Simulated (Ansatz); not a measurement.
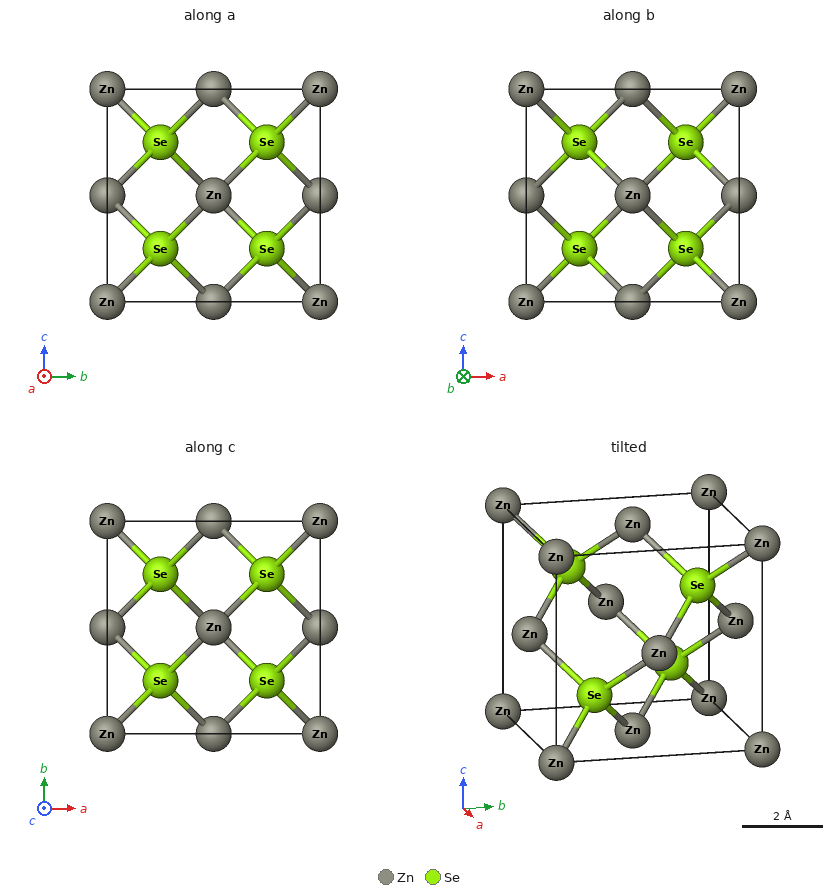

Figure: ball-and-stick view along the a axis, along the b axis, along the c axis and slightly off an axis. Atoms at the boundary of the conventional unit cell (the box) are drawn once for each face, edge or corner they touch.

Lattice parameters: a = 5.3816 Å, b = 5.3816 Å, c = 5.3816 Å, α = 90.000°, β = 90.000°, γ = 90.000°.

Set out the cell and atoms as a CIF with its space group and independent sites.

Answer.
```cif
data_structure
_symmetry_space_group_name_H-M 'F -4 3 m'
_symmetry_Int_Tables_number 216
_cell_length_a 5.3816
_cell_length_b 5.3816
_cell_length_c 5.3816
_cell_angle_alpha 90.000
_cell_angle_beta 90.000
_cell_angle_gamma 90.000
_cell_volume 155.86
loop_
_atom_site_label
_atom_site_type_symbol
_atom_site_symmetry_multiplicity
_atom_site_Wyckoff_symbol
_atom_site_fract_x
_atom_site_fract_y
_atom_site_fract_z
_atom_site_occupancy
Zn1 Zn 4 a 0.0000 0.0000 0.0000 1
Se1 Se 4 d 0.2500 0.2500 0.7500 1
```

Source of the structure: a structure type filled with these elements by a generator (whether the compound takes this form wasn't checked). The cell was then strained or its atoms displaced on purpose. A calculation with Ansatz used it as input.

At this level of theory the cell isn't at rest (compressed, at 17 GPa), so its distances can differ from those at equilibrium, the more so the softer the solid.
